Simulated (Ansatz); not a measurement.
**Two runs on Ta**

System: Ta (1 atom in the cell).
Method of the first run: DFT PBE, scalar-relativistic, plane waves, PAW, no spin polarisation (Ansatz 0.2.0).

The structure derives from an entry of the Crystallography Open Database. Text and figures count atoms from 1; the logs count them from 0 in places.

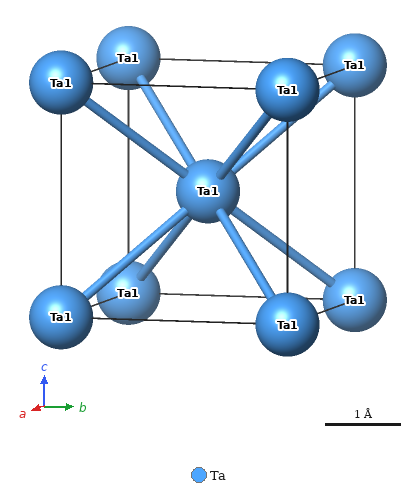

Figure 1. The structure (ball-and-stick view of the cell 2 times as large as that of the calculation, set on its symmetry axes, seen slightly off an axis; atoms are numbered from 1 in the order of the input).

Input, the first run:
```yaml
crystal:
  lattice:
    - [-1.5901714585, 1.5901714585, 1.5901714585]
    - [1.5901714585, -1.5901714585, 1.5901714585]
    - [1.5901714585, 1.5901714585, -1.5901714585]
  atoms:
    - { symbol: Ta, position: [0.0, 0.0, 0.0] }
basis:
  ecutwfc: 420
kpoints:
  mp_grid: { grid: [18, 18, 18] }
hamiltonian:
  xc: pbe
scf:
  occupations: { method: gaussian, width: 0.1 }
output:
  forces: true
  stress: true
  eigenvalues: true
```

Command:
```bash
ansatz run input.yaml --threads 1 --pin off --max-ram 2560MiB --backend cpu --events-out ev --progress --plain --runs-dir out
```

Hardware: 1 thread of Intel Xeon (Granite Rapids), 64 GiB of memory available, shared host.

Output, shortened to warnings, some set-up lines, iterations and results (the first run):
```
Basis set: ecut = 420 eV, 321 PW (Γ), exchange–correlation on 40×40×40 points (8 copies of the dense FFT grid, shifted against one another)
Symmetry: 48 space group operations
k-points: 195 of 5832
Initial density: superposition of atomic densities (neutral atoms: chi_scale 0, normalization atom), corrected by the library's trained network
[...]
SCF iter   1: F=—  HF=-9932.058972 eV  |F-HF|=—  |Δ(HF+E_count)|=         —  Δρ=2.78e-3  dr2=6.64e-4  ethr=1.77e-3  ⟨swp⟩=5.2  Hψ=12066  notcnv=0
SCF iter   2: F=—  HF=-9932.058449 eV  |F-HF|=—  |Δ(HF+E_count)|=   5.24e-4  Δρ=1.07e-3  dr2=5.13e-5  ethr=5.11e-6  ⟨swp⟩=2.3  Hψ=4577  notcnv=0
SCF iter   3: F=—  HF=-9932.058483 eV  |F-HF|=—  |Δ(HF+E_count)|=   3.39e-5  Δρ=2.88e-4  dr2=2.79e-6  ethr=3.94e-7  ⟨swp⟩=2.4  Hψ=2953  notcnv=0
SCF iter   4: F=-9932.058487 eV  HF=-9932.058487 eV  |F-HF|=4.19e-8  |Δ(HF+E_count)|=   3.99e-6  Δρ=3.35e-5  dr2=6.63e-8  ethr=2.15e-8  ⟨swp⟩=2.4  Hψ=3239  notcnv=0
SCF iter   5: F=-9932.058487 eV  HF=-9932.058487 eV  |F-HF|=2.01e-9  |Δ(HF+E_count)|=   2.68e-8  Δρ=1.01e-5  dr2=5.05e-9  ethr=5.10e-10  ⟨swp⟩=2.1  Hψ=3360  notcnv=0
SCF iter   6: F=-9932.058487 eV  HF=-9932.058487 eV  |F-HF|=1.09e-11  |Δ(HF+E_count)|=   1.46e-9  Δρ=4.73e-7  dr2=1.07e-11  ethr=3.89e-11  ⟨swp⟩=2.1  Hψ=7180  notcnv=0
SCF 1 converged in 6 iterations: F = -9932.058487 eV  dr2 = 1.07e-11
SCF converged after 6 iterations
Free energy (F): -9932.058487 eV
Harris-Foulkes:  -9932.058487 eV  (|F-HF|=1.09e-11)
Internal energy: -9932.052517 eV  (E = F + TS)
E sigma→0 (E₀):  -9932.055502 eV
Entropy (-TS):   -0.005969 eV (-5.969 meV/atom)
Fermi energy:    21.143750 eV
--- Per-component energies (eV) ---
  E_band       = -69.636019
  E_kinetic    = 370.883894
  E_local      = -482.104469  (includes V_loc(G=0)·N_el)
  E_nonlocal   = 16.363240
  E_hartree    = 172.796335
  E_xc         = -220.123921
  E_vxc        = -206.270986  (∫ρ·V_xc dr)
  E_paw        = -8397.530408  (= ΣΔE_a)
  E_vpaw       = -114.100585  (= ΣTr[D̂ρ^β])
  E_aug_tail   = 0.000166  (compensation charges beyond the density's cutoff)
  E_ewald      = -1392.337354
  E_smearing   = -0.005969  (= −TS)
  E_closure    = 0.000000  (closes the sum)
  Σ components = -9932.058487   (vs F -9932.058487, Δ=0.00e0)
--- Forces (eV/Å), atoms counted from 1 ---
  atom   1  Ta     0.00000000    -0.00000000     0.00000000
  max |Σ_I F_I| component: 6.78e-32 eV/Å
--- Stress (GPa, compression-positive) ---
       31.908668       0.000000       0.000000
        0.000000      31.908668       0.000000
        0.000000       0.000000      31.908668
  P = ⅓ Tr σ = 31.9087 GPa (319.087 kbar)
```

For the second run the input was changed thus:
```diff
-  occupations: { method: gaussian, width: 0.1 }
+  occupations: { method: cold, width: 0.05 }
+  mixing: { algorithm: anderson, beta: 0.05 }
```

What does this change do to the results?

The total energy of the second run is 0.33 meV per atom higher, which comes with the changed settings and measures no stability. The pressure goes from 31.91 to 32.12 GPa. The SCF takes 7 iterations against 6.

Output, shortened to warnings, some set-up lines, iterations and results (the second run):
```
Basis set: ecut = 420 eV, 321 PW (Γ), exchange–correlation on 40×40×40 points (8 copies of the dense FFT grid, shifted against one another)
Symmetry: 48 space group operations
k-points: 195 of 5832
Initial density: superposition of atomic densities (neutral atoms: chi_scale 0, normalization atom), corrected by the library's trained network
[...]
SCF iter   1: F=—  HF=-9932.055572 eV  |F-HF|=—  |Δ(HF+E_count)|=         —  Δρ=2.65e-3  dr2=5.61e-4  ethr=1.77e-3  ⟨swp⟩=5.9  Hψ=12397  notcnv=0
SCF iter   2: F=—  HF=-9932.055196 eV  |F-HF|=—  |Δ(HF+E_count)|=   3.76e-4  S|Δr|=    0.00e0  Δρ=2.43e-3  dr2=4.87e-4  ethr=4.32e-6  ⟨swp⟩=2.1  Hψ=4353  notcnv=0  …
SCF iter   3: F=—  HF=-9932.055127 eV  |F-HF|=—  |Δ(HF+E_count)|=   6.88e-5  S|Δr|=    0.00e0  Δρ=1.21e-3  dr2=7.31e-5  ethr=3.75e-6  ⟨swp⟩=2.6  Hψ=3012  notcnv=0  …
SCF iter   4: F=—  HF=-9932.055150 eV  |F-HF|=—  |Δ(HF+E_count)|=   2.24e-5  S|Δr|=    0.00e0  Δρ=7.04e-4  dr2=2.14e-5  ethr=5.62e-7  ⟨swp⟩=2.7  Hψ=3222  notcnv=0  …
SCF iter   5: F=—  HF=-9932.055170 eV  |F-HF|=—  |Δ(HF+E_count)|=   2.01e-5  S|Δr|=    0.00e0  Δρ=4.96e-5  dr2=4.11e-7  ethr=1.65e-7  ⟨swp⟩=1.9  Hψ=2913  notcnv=0  …
SCF iter   6: F=—  HF=-9932.055170 eV  |F-HF|=—  |Δ(HF+E_count)|=   1.06e-7  S|Δr|=    0.00e0  Δρ=4.35e-5  dr2=1.19e-7  ethr=7.69e-10  ⟨swp⟩=6.7  Hψ=10529  notcnv=0  …
SCF iter   7: F=-9932.055170 eV  HF=-9932.055170 eV  |F-HF|=9.09e-10  |Δ(HF+E_count)|=   3.85e-8  S|Δr|=    0.00e0  Δρ=5.06e-6  dr2=1.04e-9  ethr=7.69e-10  ⟨swp⟩=4.1  Hψ=6397 …
SCF 1 converged in 7 iterations: F = -9932.055170 eV  dr2 = 1.04e-9
SCF converged after 7 iterations
Stability not checked: this state was not tested for a lower state beside it, because cold or Methfessel-Paxton smearing, or corrected tetrahedra, fill the levels in a way that the test cannot read (fill_not_monotonic; see scf.lower_state_search)
Free energy (F): -9932.055170 eV
Harris-Foulkes:  -9932.055170 eV  (|F-HF|=9.09e-10)
Internal energy: -9932.055190 eV  (E = F + TS)
E sigma→0 (E₀):  -9932.055177 eV
Entropy (-TS):   0.000021 eV (0.021 meV/atom)
Fermi energy:    21.134235 eV
--- Per-component energies (eV) ---
  E_band       = -69.678890
  E_kinetic    = 370.878948
  E_local      = -482.038025  (includes V_loc(G=0)·N_el)
  E_nonlocal   = 16.339529
  E_hartree    = 172.754136
  E_xc         = -220.126954
  E_vxc        = -206.273742  (∫ρ·V_xc dr)
  E_paw        = -8397.525637  (= ΣΔE_a)
  E_vpaw       = -114.093996  (= ΣTr[D̂ρ^β])
  E_aug_tail   = 0.000166  (compensation charges beyond the density's cutoff)
  E_ewald      = -1392.337354
  E_smearing   = 0.000021  (= −TS)
  E_closure    = -0.000000  (closes the sum)
  Σ components = -9932.055170   (vs F -9932.055170, Δ=0.00e0)
--- Forces (eV/Å), atoms counted from 1 ---
  atom   1  Ta     0.00000000    -0.00000000    -0.00000000
  max |Σ_I F_I| component: 2.67e-32 eV/Å
--- Stress (GPa, compression-positive) ---
       32.115254       0.000000       0.000000
        0.000000      32.115254      -0.000000
       -0.000000      -0.000000      32.115254
  P = ⅓ Tr σ = 32.1153 GPa (321.153 kbar)
```

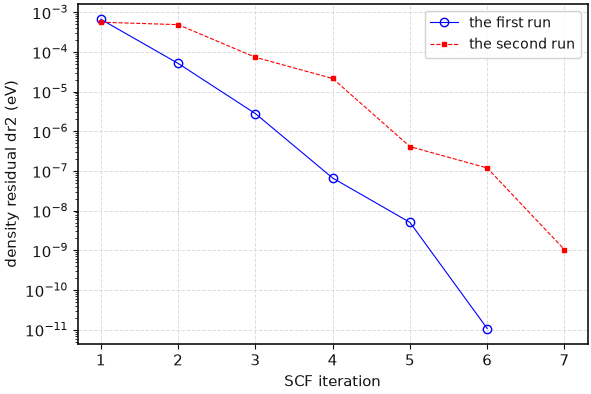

Figure 2. Convergence of the two runs: density residual dr2 against the SCF iteration. The first run takes 6 iterations in all, and the second run takes 7.

The two runs side by side:

| quantity | the first run | the second run |
| --- | --- | --- |
| outcome | converged | converged |
| free energy per atom (eV) | −9932.0585 | −9932.0552 |
| energy per atom, smearing taken to zero (eV) | −9932.0555 | −9932.0552 |
| gap on the mesh (eV) | 0.00 | 0.00 |
| pressure (GPa) | 31.91 | 32.12 |
| largest force (eV/Å) | 0.000 | 0.000 |
| SCF iterations | 6 | 7 |
| irreducible k-points | 195 | 195 |
| plane waves at Γ | 321 | 321 |
| wall time (shared host) | 1 s | 1.2 s |

For both runs: Spin–orbit coupling is left out, which matters for Ta. The cell is under a pressure of 32 GPa at this level, so it is not at its equilibrium volume.
